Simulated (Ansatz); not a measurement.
# Band-structure calculation, with input and output: PbI$_{2}$ (part 2 of 2)

PbI$_{2}$ (C2/m, 3 atoms in the cell); DFT, HSE06, plane waves, PAW, no spin polarisation (Ansatz 0.2.0); cutoff 420 eV, 6×6×4 k-mesh, fixed occupations. The structure was built on a prototype by a generator. The geometry comes from this level: r2scan-rvv10 (a point of a series of strains). It belongs to a series of runs on one base structure; here: uniaxial_x strain -1.0%.

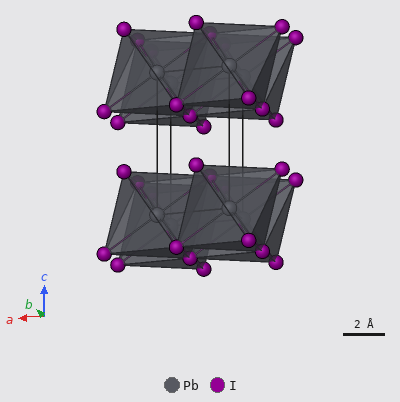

*The structure (polyhedral view of the cell of the calculation, seen at an oblique angle; polyhedra are completed across the faces of the cell). An atom can appear more than once, as a periodic image.*

### File bands.tsv
```
# k_distance	band_0	band_1	band_2	band_3	band_4	band_5	band_6	band_7	band_8	band_9	band_10	band_11	band_12	band_13	band_14	band_15	band_16	band_17	band_18	band_19	band_20	band_21	band_22	band_23	band_24	band_25	band_26	band_27
# fermi_ev = 4.665517
# lock_threshold_ev = 1e-6
# [0, 0, 0] at k_distance = 0.000000
# [0.5, 0, 0] at k_distance = 0.800843
# [0.3333333333, 0.3333333333, 0] at k_distance = 1.260893
# [0, 0, 0.5] at k_distance = 2.283290
# [0.5, 0, 0.5] at k_distance = 3.084134
# [0.3333333333, 0.3333333333, 0.5] at k_distance = 3.544183
# levels_relative_to = fermi_ev
# free_energy_ev = -26947.234848
# largest_residual_norms_ev = 3.469e-4 4.222e-4 3.518e-4 7.398e-4 4.110e-4 3.920e-4 4.352e-4 5.161e-4 3.469e-4 4.607e-4 2.187e-4 2.160e-4 2.892e-4 2.877e-4 3.241e-4 2.552e-4 2.700e-4 4.185e-4 7.947e-4 6.765e-4 8.509e-4 7.177e-4 8.744e-4 9.468e-4 1.394e-3 1.323e-3 1.455e-3 1.357e-3
0.000000	-46.447528	-46.447158	-46.446649	-46.446404	-46.446256	-46.446174	-46.439796	-46.439786	-46.439402	-46.439386	-17.877098	-17.875098	-17.847345	-17.843631	-17.842069	-13.388629	-12.574306	-7.474199	-1.233914	-1.209492	-1.158638	-1.126710	-1.104884	-0.951435	3.177570	4.033225	4.061824	7.203839
0.800843	-46.447438	-46.447323	-46.446448	-46.446399	-46.446293	-46.446159	-46.439606	-46.439579	-46.439296	-46.439287	-17.918605	-17.868804	-17.851616	-17.832396	-17.830872	-12.654890	-12.419803	-7.954879	-3.298294	-2.743550	-2.348021	-1.872379	-0.991873	-0.504659	3.485576	4.301832	5.359950	5.714382
1.260893	-46.447443	-46.447319	-46.446565	-46.446275	-46.446260	-46.446156	-46.439659	-46.439581	-46.439268	-46.439225	-17.895587	-17.895493	-17.841195	-17.838877	-17.833822	-12.478856	-12.470932	-8.059138	-2.806873	-2.806818	-2.623310	-1.935441	-1.903930	-0.854920	4.905299	4.933929	5.321986	7.238807
2.283290	-46.447462	-46.447229	-46.446583	-46.446340	-46.446334	-46.446252	-46.439822	-46.439757	-46.439456	-46.439340	-17.877099	-17.875101	-17.847268	-17.843640	-17.842077	-13.191879	-12.842037	-7.227265	-2.257830	-1.359364	-1.320502	-0.938825	-0.904582	0.000000	2.918097	3.837689	3.870343	7.109408
3.084134	-46.447417	-46.447334	-46.446490	-46.446426	-46.446234	-46.446141	-46.439599	-46.439579	-46.439321	-46.439264	-17.918931	-17.868829	-17.851647	-17.832335	-17.830866	-12.573132	-12.495861	-7.993108	-3.787717	-2.100457	-1.995551	-1.562268	-1.387304	-0.875487	3.796473	4.354525	4.788629	6.455346
3.544183	-46.447380	-46.447340	-46.446545	-46.446363	-46.446248	-46.446095	-46.439623	-46.439606	-46.439244	-46.439238	-17.895747	-17.895664	-17.841198	-17.838882	-17.833758	-12.472258	-12.469501	-8.038408	-3.348548	-3.338621	-3.009498	-1.001112	-1.000601	-0.199027	3.916422	3.951086	4.837513	7.855142
```

### File v_z.tsv
```
# z_ang	v_es[eV]	v_tot[eV]
# format = ansatz-planar-average/11
# xc	hse06
# density_cutoff_ev	1680
# datasets	Pb=:simpson_from_first_knot:soft:fock:shift=0	I=:simpson_from_first_knot:soft:fock:shift=0
# lattice	4.518440933	-0.000000000	0.000000000
# lattice	-2.259220466	3.952610741	0.000000000
# lattice	0.000000000	0.000000000	7.047512017
# sites	3
# site	82	0.000000000	0.000000000	0.000000000
# site	53	0.000000000	2.626570643	1.889786930
# site	53	2.259220466	1.326040098	5.157725087
0.000000	2.223686e-1	-7.886497e0
0.146823	2.996271e-1	-7.772302e0
0.293646	5.725430e-1	-7.390795e0
0.440470	1.138739e0	-6.654761e0
0.587293	2.066240e0	-5.536109e0
0.734116	3.251353e0	-4.190560e0
0.880939	4.250606e0	-3.100763e0
1.027762	4.621588e0	-2.712891e0
1.174585	4.492272e0	-2.908484e0
1.321409	4.426324e0	-3.110253e0
1.468232	4.660971e0	-3.012185e0
1.615055	5.101019e0	-2.655139e0
1.761878	5.553352e0	-2.211220e0
1.908701	5.811479e0	-1.882477e0
2.055524	5.820838e0	-1.723428e0
2.202348	5.722000e0	-1.582047e0
2.349171	5.765015e0	-1.206901e0
2.495994	6.155990e0	-4.070214e-1
2.642817	6.966481e0	8.442850e-1
2.789640	8.062709e0	2.389303e0
2.936463	9.119533e0	3.884632e0
3.083287	9.850398e0	5.005000e0
3.230110	1.026617e1	5.742054e0
3.376933	1.048617e1	6.172036e0
3.523756	1.055488e1	6.312606e0
3.670579	1.048617e1	6.172036e0
3.817402	1.026617e1	5.742054e0
3.964226	9.850398e0	5.005000e0
4.111049	9.119533e0	3.884632e0
4.257872	8.062709e0	2.389303e0
4.404695	6.966481e0	8.442850e-1
4.551518	6.155990e0	-4.070214e-1
4.698341	5.765015e0	-1.206901e0
4.845165	5.722000e0	-1.582047e0
4.991988	5.820838e0	-1.723428e0
5.138811	5.811479e0	-1.882477e0
5.285634	5.553352e0	-2.211220e0
5.432457	5.101019e0	-2.655139e0
5.579280	4.660971e0	-3.012185e0
5.726104	4.426324e0	-3.110253e0
5.872927	4.492272e0	-2.908484e0
6.019750	4.621588e0	-2.712891e0
6.166573	4.250606e0	-3.100763e0
6.313396	3.251353e0	-4.190560e0
6.460219	2.066240e0	-5.536109e0
6.607043	1.138739e0	-6.654761e0
6.753866	5.725430e-1	-7.390795e0
6.900689	2.996271e-1	-7.772302e0
```

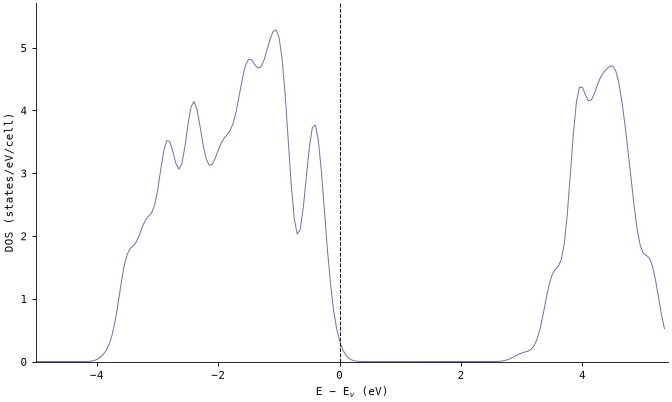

*Density of states (the curve is built from the levels of the k mesh with Gaussians 0.3 eV wide, which also blur the band edges), with energies from the valence-band top.*

There is a gap of 2.92 eV on the k-point mesh. Small ripples come from the finite k-point mesh.

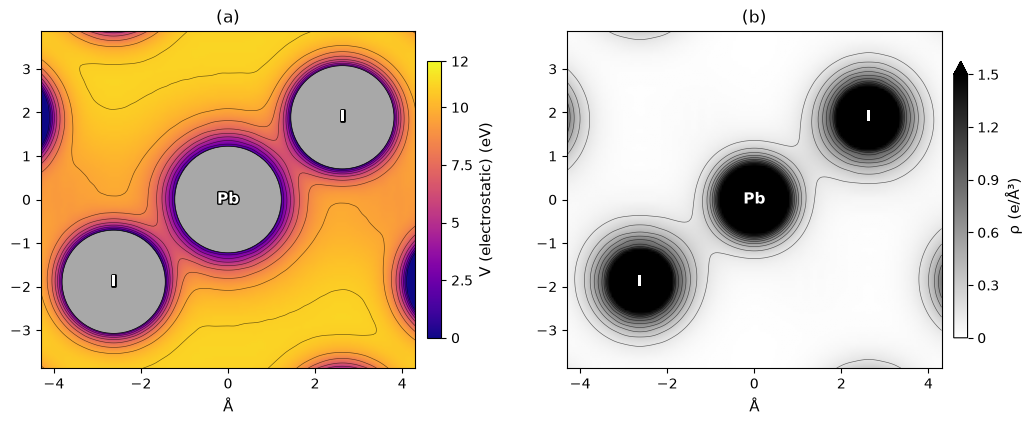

*(a) electrostatic potential (local pseudopotential plus Hartree) felt by an electron; (b) valence charge density (pseudo) on the (010) plane of the conventional cell. Grey discs, where drawn, cover atomic cores.*

Pb–I (3.24 Å): the density is about 0.2 e/Å³ at the midpoint. Away from the nuclei the density in this plane falls to 0.004 e/Å³ at its lowest. Outside the cores the potential energy rises away from the atoms and is highest about 2.9 Å from the nearest atoms; outside the discs it spans about 10 eV, and its zero is arbitrary. The fields are those of the smooth PAW valence density.

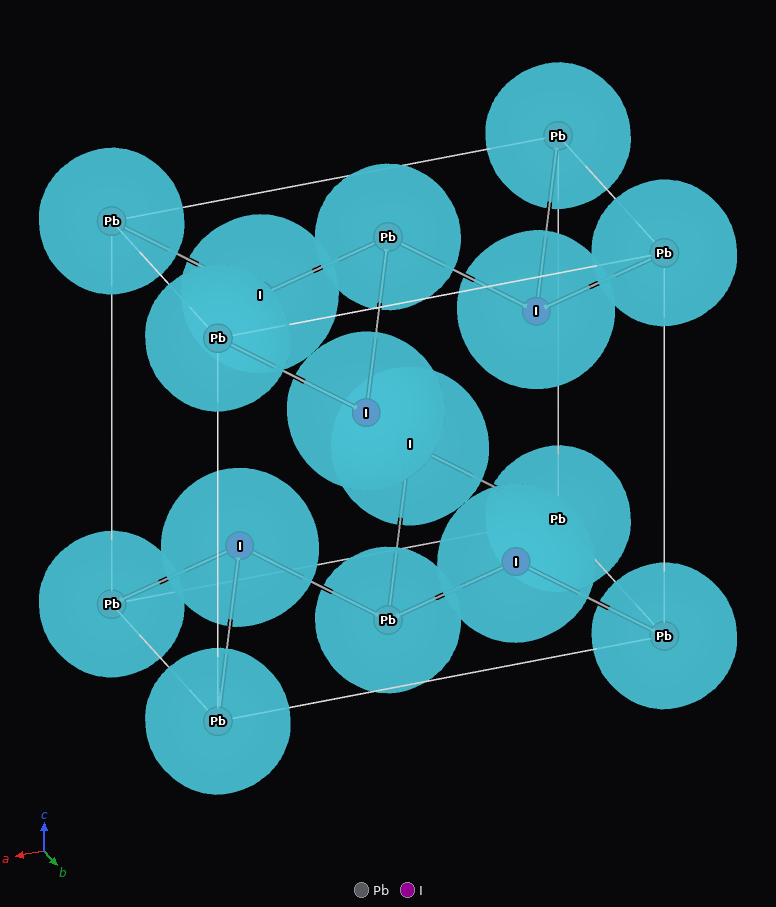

*Isosurface of the valence electron density at 0.3 e/Å³ (cyan), seen at an oblique angle. Sticks mark near contacts. The outline is the cell set on symmetry axes.*

At this value the density breaks into separate islands; it holds about 85 % of the electrons treated as valence (semicore included). It is pinched off along the Pb–I (3.23 Å) contacts. On the grid the lowest density along these lines, outside the cores, is 0.19 e/Å³ (Pb–I, 3.23 Å).

The run was set up as follows.

### Input
```yaml
crystal:
  lattice:
    - [4.5184409329, 0.0, 0.0]
    - [-2.2592204664, 3.9526107408, 0.0]
    - [0.0, 0.0, 7.0475120173]
  atoms:
    - { symbol: Pb, position: [0.0, 0.0, 0.0] }
    - { symbol: I, position: [0.3322576919, 0.6645153837, 0.2681495151] }
    - { symbol: I, position: [0.6677423081, 0.3354846163, 0.7318504849] }
kpoints:
  mp_grid: { grid: [6, 6, 4] }
  band_path:
    path:
      - [0.0, 0.0, 0.0]
      - [0.5, 0.0, 0.0]
      - [0.3333333333, 0.3333333333, 0.0]
      - [0.0, 0.0, 0.5]
      - [0.5, 0.0, 0.5]
      - [0.3333333333, 0.3333333333, 0.5]
    npoints: 1
hamiltonian:
  xc: hse06
scf:
  occupations: { method: fixed }
  n_extra_bands: 4
output:
  forces: true
  stress: true
  eigenvalues: true
  write_density: true
  write_potential: true
  elf: true
  volumetric_format: npy
```

Launch command:
```bash
ansatz run input.yaml --threads 4 --pin off --max-ram 4608MiB --backend cpu --events-out ev --progress --plain --runs-dir out
```

### Key numbers

```csv
quantity,value
outcome,converged
space group (tolerance 0.01 Å),C2/m (12)
electrons treated,48
free energy,−26947.2348 eV
Fermi energy,4.666 eV
gap on the k-point mesh,2.92 eV
pressure,0.87 GPa
largest force (length of the vector),0.072 eV/Å
hardware,"4 threads of Arm Neoverse V2, 24 GiB of memory available, shared host"
wall time,2.3 min (CPU time 8.8 min)
peak memory,3.6 GiB
```

### Remarks

The program warns: the exchange loop's threshold is looser than advised for the stress; the SCF threshold is looser than advised for the printed stress. Spin–orbit coupling is left out, which matters for Pb.
